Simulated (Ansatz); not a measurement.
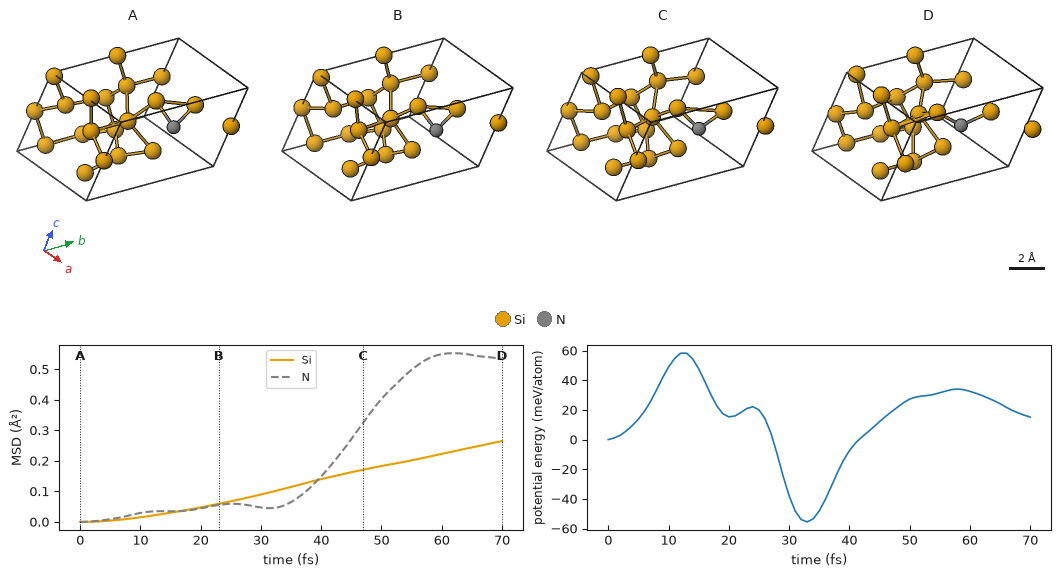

Molecular dynamics of Si with an interstitial N (17 atoms in the cell), 70 fs long. It starts from the last geometry of an earlier run, with fresh velocities. Frames (A at 0 fs, B at 23 fs, C at 47 fs, D at 70 fs) and the history of the run. A ball-and-stick model of the reduced simulation cell, seen from a free direction. Bonds to atoms that aren't drawn are left out. Lengths and directions refer to the drawn axes.

All numbers below come from Ansatz 0.2.0, DFT PBE, scalar-relativistic, plane waves, PAW. Settings: plane-wave cutoff 420 eV; k-point mesh 2 × 2 × 2; Fermi-Dirac smearing 0.002 eV; spin collinear; low-accuracy preset; Langevin thermostat (NVT); set temperature 2100 K; time step 1 fs; friction 0.005 per fs.

Question: What happens in this trajectory?

Answer: Over the second half the temperature averages 1513 K (spread ±184 K). The potential energy is still drifting at the end, so the run hasn't reached equilibrium. The potential energy in the second half lies on average 14.3 meV per atom above the first frame. In the second half of the run the atoms are, in the root-mean-square, this far from where they began (common drift taken out): N 0.62 Å, Si 0.44 Å. The run lasts only 70 fs, too short to tell vibration from diffusion. Bond changes: one Si–Si bond breaks at about 69 fs. The smearing is very narrow for so coarse a k-point mesh, which makes the forces of a metal noisy.

Limits of the set-up: the k-point mesh is coarse for a cell with partly filled bands; the program's low-accuracy preset was used; the periodic images lie only 7.7 Å apart, so the values are limited by the cell's size.

PAW datasets: the set soft_1.
